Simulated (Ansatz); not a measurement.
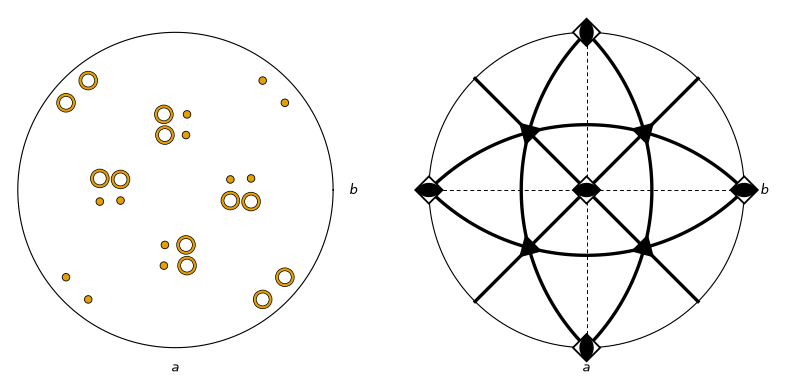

Stereographic projection: filled dots lie in the upper hemisphere, open rings in the lower; heavy lines are mirror planes (a heavy rim: a mirror in the plane of the page); lens, triangle, square and hexagon are 2-, 3-, 4- and 6-fold axes, a lens in an open square is −4, a triangle in an open hexagon −6; thin dashed diameters join the ends of axes that lie in the page; a small open circle marks inversion. The c axis points at the viewer. Left: one general form; right: the symmetry elements. Computed from the symmetry operations of a computed or model structure of composition BP, which need not be its known form.

**Name the crystal class.**

-43m (Td), order 24, cubic system: three −4 axes, four threefold axes, six mirror planes.

**Can such a crystal be piezoelectric, pyroelectric or chiral?**

It is not centrosymmetric; not polar, but piezoelectricity is allowed; it is not chiral.
